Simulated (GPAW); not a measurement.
**SiC (P6_3mc): refractive index against wavelength**

The refractive index of SiC (P6_3mc) along x below the direct gap (3.97 eV on the mesh) is read from one computed spectrum, n = √(Re ε). x, y and z are the Cartesian axes of the input cell.

The structure is hexagonal, space group P6_3mc (No. 186). Conventional cell: a = 3.076 Å, b = 3.076 Å, c = 5.048 Å, α = 90.00°, β = 90.00°, γ = 120.00°. Si on site b is surrounded by 4 C at 1.87 to 1.94 Å. Around C on site b lie 4 Si at 1.87 to 1.94 Å.

Method: GPAW 26.7.0, LDA, RPA, k-mesh 12×12×6, local fields up to 80 eV, Lorentzian half width 0.1 eV.

Launch of the response step: `OMP_NUM_THREADS=1 python df.py`. The run took 66 s, its band step included, on 1 thread of Arm Neoverse V1, on a shared host.

| wavelength (nm) | photon energy E (eV) | n |
| --- | --- | --- |
| 1310 | 0.946 | 2.5998 |
| 1064 | 1.165 | 2.6095 |
| 850 | 1.459 | 2.6261 |
| 700 | 1.771 | 2.6486 |
| 633 | 1.959 | 2.6647 |
| 532 | 2.331 | 2.7033 |
| 450 | 2.755 | ? |

In the single-oscillator model n² − 1 = E₀E_d/(E₀² − E²), so 1/(n² − 1) = E₀/E_d − E²/(E₀E_d) is linear in E².

Working, on the rows shown:

| x = E² (eV²) | y = 1/(n² − 1) |
| --- | --- |
| 0.895757 | 0.173642 |
| 1.35784 | 0.172132 |
| 2.12762 | 0.169595 |
| 3.13716 | 0.166249 |
| 3.83641 | 0.163918 |
| 5.43137 | 0.158533 |

Means: x̄ = 2.7977, ȳ = 0.16734. Σ(x − x̄)(y − ȳ) = -0.04752, Σ(x − x̄)² = 14.27. Slope = -0.04752 / 14.27 = -0.00333; intercept = ȳ − slope · x̄ = 0.17666. Turned back into n, the line misses the rows shown by at most 0.00031.

Question: What does the fit predict for the withheld row, and how well does it do?

Answer: At x = 7.5912 the line gives y = 0.15138, that is 2.7579. The run gave 2.7600, so the extrapolation is off by 0.0021, 1.3 % of the range in the table.

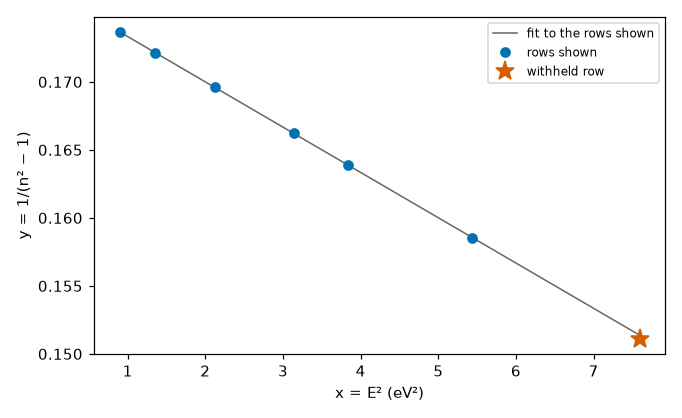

Refitted with all rows, the slope is -0.003363 and the intercept 0.17674. These give E₀ = √(intercept/−slope) = 7.25 eV and E_d = E₀/intercept = 41.0 eV; E₀ is 1.8 times the direct gap. The electronic limit at long wavelengths, without lattice vibrations, is n = √(1 + 1/intercept) = 2.580. Excitons are left out; LDA gaps are as a rule too small. The values come from a sum over the points of one k-mesh and carry its error, which grows as the direct gap shrinks.
